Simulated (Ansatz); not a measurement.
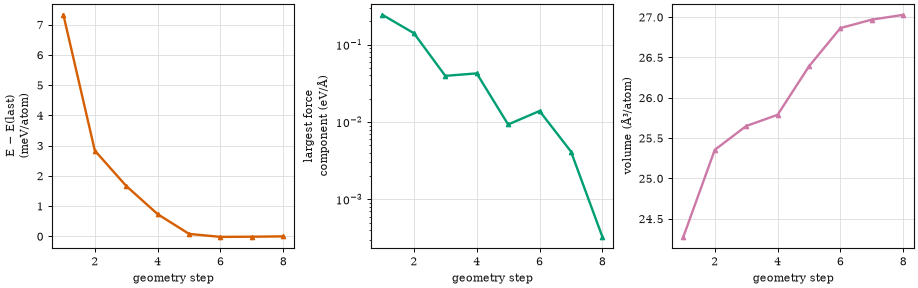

History of a geometry optimisation. Atoms and cell relax. A closing SCF on a freshly chosen basis isn't drawn.

SnS$_{2}$ (P-3m1, 3 atoms in the cell); Ansatz, DFT PBE, scalar-relativistic, plane waves, PAW; cutoff 420 eV, 12×12×6 k-mesh, Gaussian smearing of 0.02 eV.

Question: How did the optimisation end?

Answer: The optimisation met its thresholds at geometry 8, counting the start as the first. The energy fell by about 7.3 meV/atom from the first step to the last. The largest force component goes from about 0.24 eV/Å at the start to 3 × 10⁻⁴ eV/Å at the end.

Question: Was the starting cell too large or too small?

Answer: The volume grows from 24.3 to 27.0 Å³ per atom (+11 %). The start was compressed.
